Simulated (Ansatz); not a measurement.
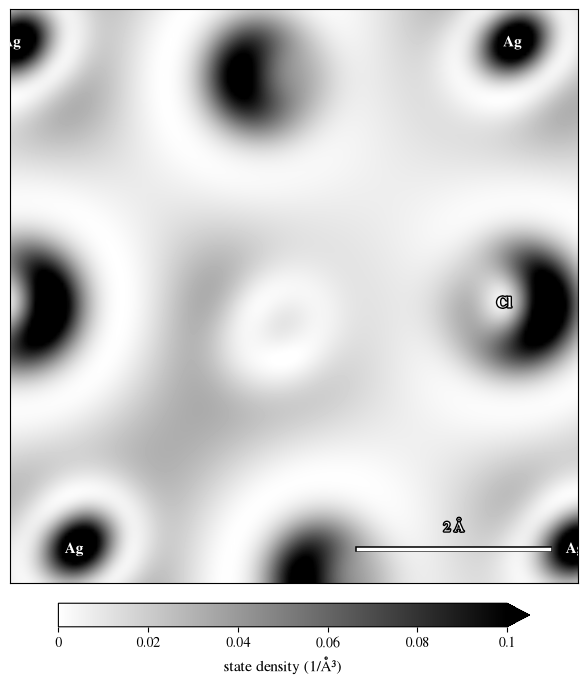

Figure 1: AgCl. Density of the Kohn–Sham states from +0.8 to +1.4 eV about the valence-band maximum (the bottom of the conduction band), scaled to one electron a cell: a map on the (11̄0) plane of the conventional cell.

Space group P2_1/m; not relaxed (largest force 0.9 eV/Å); the calculation finds a residual pressure of about 10 GPa at this fixed cell.

All numbers below come from Ansatz 0.2.0, DFT PBE, scalar-relativistic, plane waves, PAW.

In a PAW calculation such maps are meaningful between the atoms, not at the nuclei.

```cif
data_structure
_symmetry_space_group_name_H-M 'P 1'
_symmetry_Int_Tables_number 1
_cell_length_a 3.5300
_cell_length_b 4.0110
_cell_length_c 5.2430
_cell_angle_alpha 90.000
_cell_angle_beta 100.690
_cell_angle_gamma 90.000
_cell_volume 72.95
loop_
_atom_site_label
_atom_site_type_symbol
_atom_site_fract_x
_atom_site_fract_y
_atom_site_fract_z
_atom_site_occupancy
Ag1 Ag 0.15700 0.25000 0.21000 1
Ag2 Ag 0.84300 0.75000 0.79000 1
Cl1 Cl 0.30800 0.25000 0.70500 1
Cl2 Cl 0.69200 0.75000 0.29500 1
```

Q: Describe these states.

A: Löwdin projections on the PAW files' atomic orbitals give Ag 5s (60 %), Cl 3s (20 %) and Cl 3p (15 %).
- In space (atomic cells sized by Bader volumes) the density divides as Ag about 55 % and Cl about 45 %.
- It peaks in the middle of the shortest Ag–Ag contact.
